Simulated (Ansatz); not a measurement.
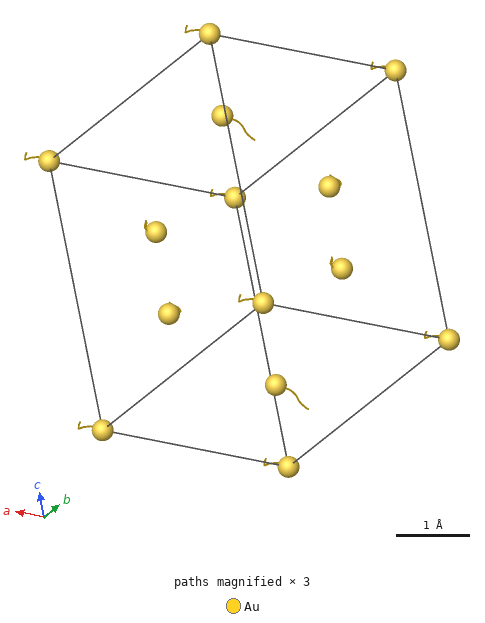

A Born-Oppenheimer molecular dynamics run of a 4-atom cell of Au (set up in Fm-3m), 90 fs long. Lines trace each atom's path, in the colour of its element; spheres stand at the starting positions. The excursions are magnified 3 times. Seen from a free direction in the reduced simulation cell.

Level of theory: DFT, LDA, all-electron LAPW, scalar-relativistic in Ansatz 0.2.0. Set-up: plane-wave cutoff 267 eV; k-point mesh 4 × 4 × 8; Fermi-Dirac smearing 0.08 eV; Langevin thermostat (NVT); set temperature 500 K; time step 3 fs.

The input:
```yaml
crystal:
  lattice:
    - [0.0, 4.07, 4.07]
    - [4.07, 0.0, 4.07]
    - [2.035, 2.035, 0.0]
  atoms:
    - { symbol: Au, position: [0.0, 0.0, 0.0] }
    - { symbol: Au, position: [0.0, 0.5, 0.0] }
    - { symbol: Au, position: [0.5, 0.0, 0.0] }
    - { symbol: Au, position: [0.5, 0.5, 0.0] }
kpoints:
  mp_grid: { grid: [4, 4, 8] }
scf:
  occupations: { method: fermi_dirac, width: 0.08 }
hamiltonian:
  xc: lda
  pseudopotentials: { kind: all_electron, lapw: { basis_error: 0.001 } }
output:
  forces: true
  stress: true
md:
  timestep: 3.0
  n_steps: 30
  ensemble: nvt_langevin
  temperature: 500
  initial_velocities: maxwell_boltzmann
  seed: 953603
```

Command:
```bash
ansatz run input.yaml --threads 2 --pin off --max-ram 4096MiB --backend cpu --events-out ev --progress --plain --runs-dir out
```

### What do the traces tell about the motion?

In the second half of the run the atoms are, in the root-mean-square, this far from where they began (common drift taken out): Au 0.12 Å. The run lasts only 90 fs, too short to tell vibration from diffusion. With so few atoms the kinetic temperature swings widely, between 160 and 770 K; its mean in the second half is 350 K. The potential energy in the second half lies on average 50.3 meV per atom above the first frame. The mean pressure there is 0.7 GPa. The run was cut off by its time limit after 30 steps.

Cost: 57 min on 2 threads of Arm Neoverse V2, on a shared host, peak memory 1.2 GiB.
